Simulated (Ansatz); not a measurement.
Zn

```
CELL_PARAMETERS angstrom
2.58114 0.00000 0.00000
-1.29057 2.23533 0.00000
0.00000 0.00000 4.28639
ATOMIC_POSITIONS crystal
Zn 0.33333 0.66667 0.25000
Zn 0.66667 0.33333 0.75000
```

Space group P6₃/mmc; computed pressure about 15 GPa in this cell.

Computed with DFT PBEsol, scalar-relativistic, plane waves, PAW in Ansatz.

What can the converged valence pseudo-density and electron localisation function tell about the bonding?

Answer. Zn–Zn (2.58 Å): the density is about 0.3 e/Å³ at the midpoint; the ELF is about 0.30 at the midpoint.

Does the calculation give a band gap?

Answer. It is metallic or semimetallic at this level of theory: no gap opens.

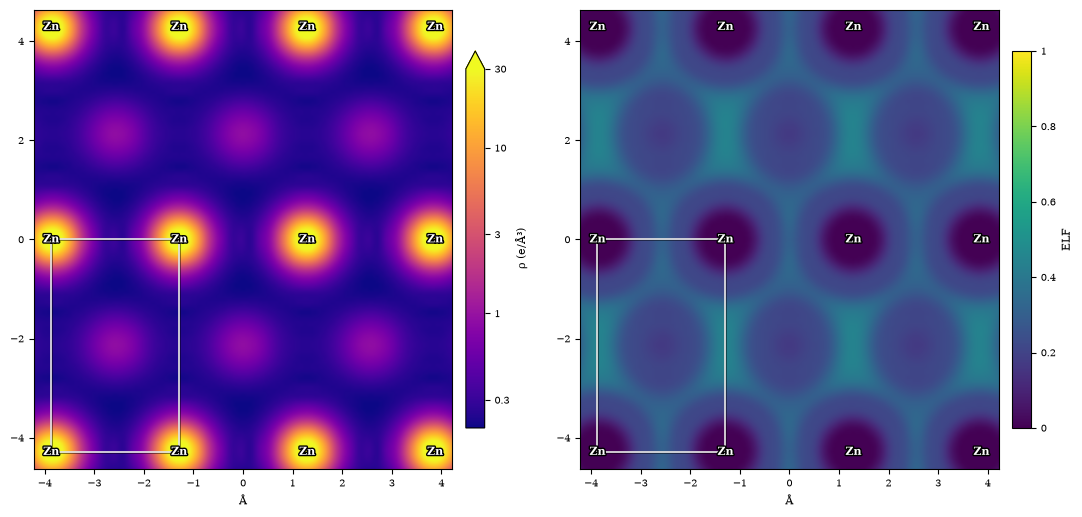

Computed valence pseudo-density and electron localisation function on the (100) plane of the conventional cell, in this order. Atoms just off the plane (Zn, 0.7 Å away) can leave unmarked features too.

The density is the valence pseudo-density of a PAW calculation; it isn't the true density close to the nuclei.
